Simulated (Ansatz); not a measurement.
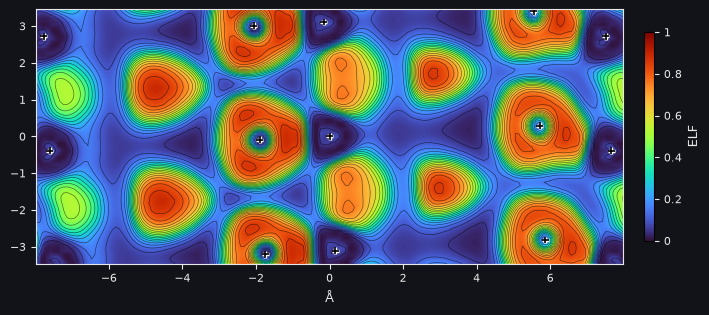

The ELF on a plane through atoms (crosses mark nuclei in the plane).

Level of theory: DFT PBE, scalar-relativistic, plane waves, PAW in Ansatz 0.2.0.

Candidates:
A. AlN, a = 5.39 Å, b = 3.11 Å, c = 15.28 Å, α = 90.00°, β = 93.37°, γ = 90.00°. Space group Cm; a structure from a database of computed crystals, not necessarily the ambient phase; not relaxed (largest force 1.2 eV/Å).
B. CoO, a = 3.02 Å, b = 3.02 Å, c = 4.21 Å, α = 90.00°, β = 90.00°, γ = 90.00°. Space group I4/mmm; spin-polarised.
C. NiO, a = 4.22 Å, b = 4.22 Å, c = 4.22 Å, α = 90.00°, β = 90.00°, γ = 90.00°. Space group Fm-3m; spin-polarised.

Which candidate gave the map?

Candidate A: AlN on the (110) plane of the conventional cell, which holds Al and N. Al–N (1.91 Å): the ELF peaks at about 0.90 in the valence shell of N, 0.7 Å from its nucleus, and is about 0.85 at the midpoint. Al–N (2.11 Å): the ELF peaks at about 0.85 in the valence shell of N, 0.8 Å from its nucleus, and is about 0.80 at the midpoint.
